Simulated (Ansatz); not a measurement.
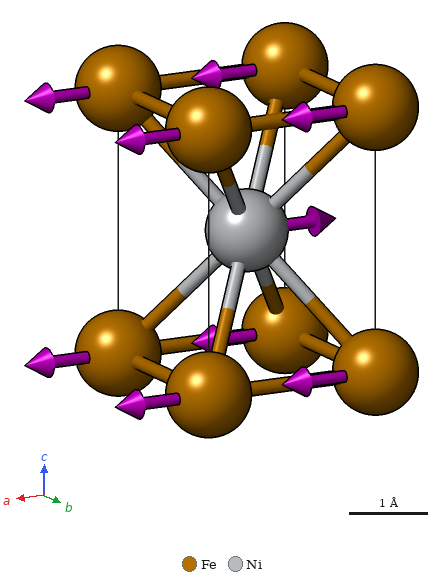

Lattice vibrations of a crystal of FeNi at 1.02 times its rest volume, space group P4/mmm (No. 123), at the zone centre. The optical levels lie at 209 (×2), 292 cm⁻¹. One mode is drawn. Displacements are drawn as purple arrows; their common scale and sign are arbitrary. The picture is a ball-and-stick view of the cell of the calculation, seen from a free direction.

The calculation used DFT LDA, scalar-relativistic, plane waves, PAW in Ansatz 0.2.0. (plane-wave cutoff 420 eV; k-point mesh 18 × 18 × 12; occupations gaussian; smearing width 0.2 eV; collinear spin)

The frequencies depend somewhat on the k-mesh and the smearing.

> Which of these frequencies is the drawn mode's?

The level at 209 cm⁻¹. This is the E_u mode (doubly degenerate; one member of the set is drawn), the lowest optical level, infrared-active by symmetry. The Fe sublattice moves against the Ni sublattice, along a; the kinetic energy is shared as Fe 51 %, Ni 49 %. The crystal is a metal, so free carriers screen the infrared response.
